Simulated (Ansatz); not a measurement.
Take the following structure.

```xyz
12
Lattice="6.0617 0.0000 0.0000 0.0000 6.0617 0.0000 0.0000 0.0000 6.0617" Properties=species:S:1:pos:R:3 pbc="T T T"
Al    4.5462    4.5462    1.5154
Al    1.5154    4.5462    1.5154
Au    0.0000    0.0000    0.0000
Al    4.5462    1.5154    4.5462
Al    1.5154    1.5154    4.5462
Au    0.0000    3.0308    3.0308
Al    1.5154    4.5462    4.5462
Al    4.5462    4.5462    4.5462
Au    3.0308    0.0000    3.0308
Al    1.5154    1.5154    1.5154
Al    4.5462    1.5154    1.5154
Au    3.0308    3.0308    0.0000
```

Q: What does this file describe?

A: Composition: Al₂Au. The space group is Fm-3m (No. 225); the lattice is face-centred cubic. Among the common structure types it is fluorite (CaF₂ type). The cell has 12 atoms, namely 8 Al, 4 Au. Al is linked to four Au in a tetrahedral arrangement at 2.62 Å. About every Au there are eight Al in a cubic arrangement at 2.62 Å. The bonds build a three-dimensional framework.

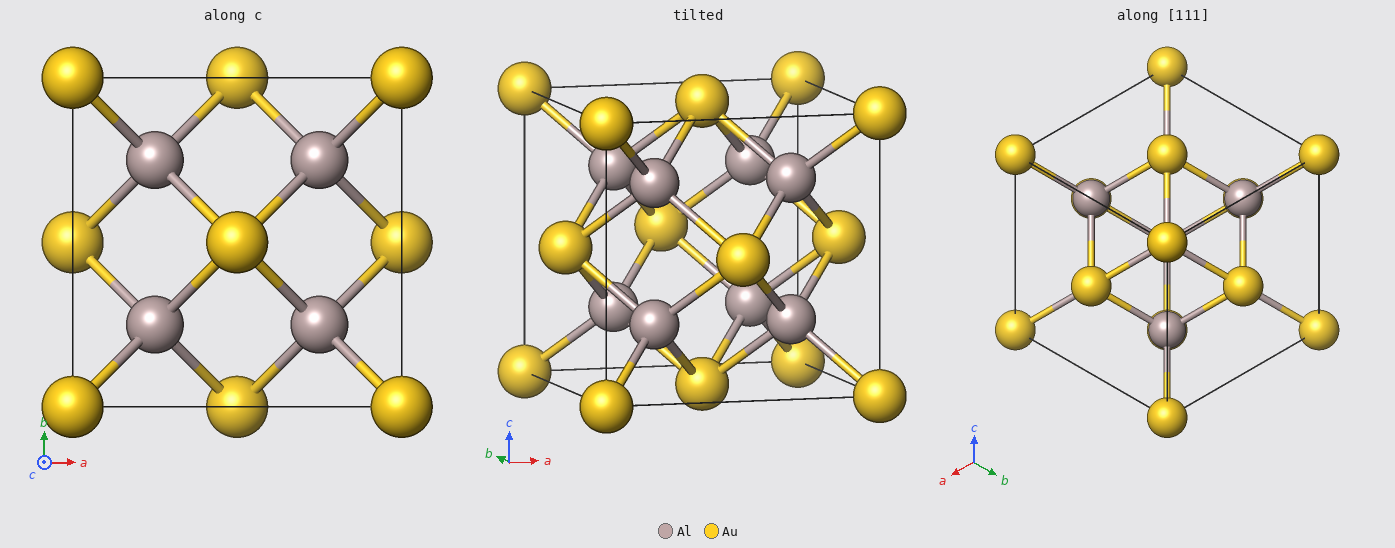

A ball-and-stick rendering, viewed along the c axis, slightly off an axis and along [111]. The edges of the conventional unit cell are marked.

Provenance: a structure listed in the Materials Project, with elements exchanged, so it need not be a known form of the compound. The final geometry of a relaxation with DFT PBE, scalar-relativistic, plane waves, PAW (Ansatz) is shown.
